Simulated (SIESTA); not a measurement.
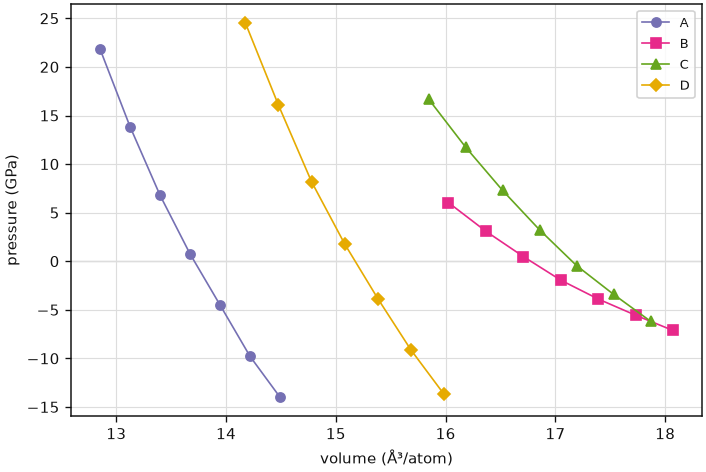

The picture above shows the pressure against volume, with one curve for each element, for Ag, Au, Pt and Rh (all in space group Fm-3m (No. 225)). The labels are replaced by letters.

Calculation (SIESTA 5.4.2): DFT in numerical atomic orbitals with pseudopotentials, no spin polarisation; energies at scaled volumes of the given cell, shape and fractions fixed, counted from the fit's minimum, third-order Birch-Murnaghan fit. Level: PBEsol.

occupations Fermi–Dirac; smearing width 0.05 eV.

> Which letter stands for which compound?

A: Rh; B: Ag; C: Au; D: Pt.

Keep in mind: mulliken charges of long orbitals; short basis over semicore shells (Ag, Au, Pt); spin-orbit coupling left out, heavy elements (Au, Pt).
